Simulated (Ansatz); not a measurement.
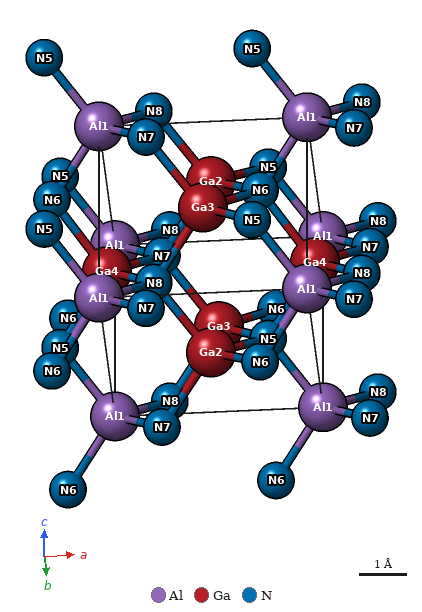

This is crystalline AlGa$_{3}$N$_{4}$ (set up in P-43m). The picture is a ball-and-stick view of the cell of the calculation, seen from a free direction.

Computed with Ansatz, DFT r2SCAN, scalar-relativistic, plane waves, PAW. Settings: plane-wave cutoff 500 eV; k-point mesh 6 × 6 × 6; occupations gaussian; smearing width 0.02 eV; no spin polarisation.

Change: The crystal is put under a hydrostatic pressure of 25 GPa. Cell and atoms are relaxed at that pressure.

Question: What is the effect?

Answer: It costs 76.6 meV per atom. The pressure goes from 0.0 to 25.0 GPa. Cell: a = b = c 4.465 → 4.317 Å (−3.3 %). Volume −9.6 %. No atom moves by more than 0.005 Å relative to the cell. Among the bonded contacts that change: Ga–N 1.948 → 1.884 Å, Al–N 1.892 → 1.828 Å. The space group stays P-43m (No. 215).

The changed structure in the same view:

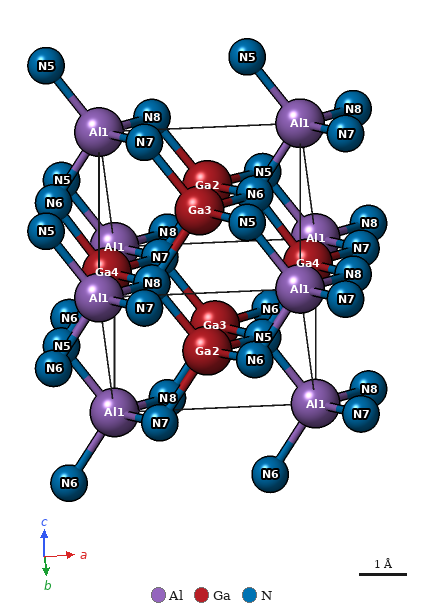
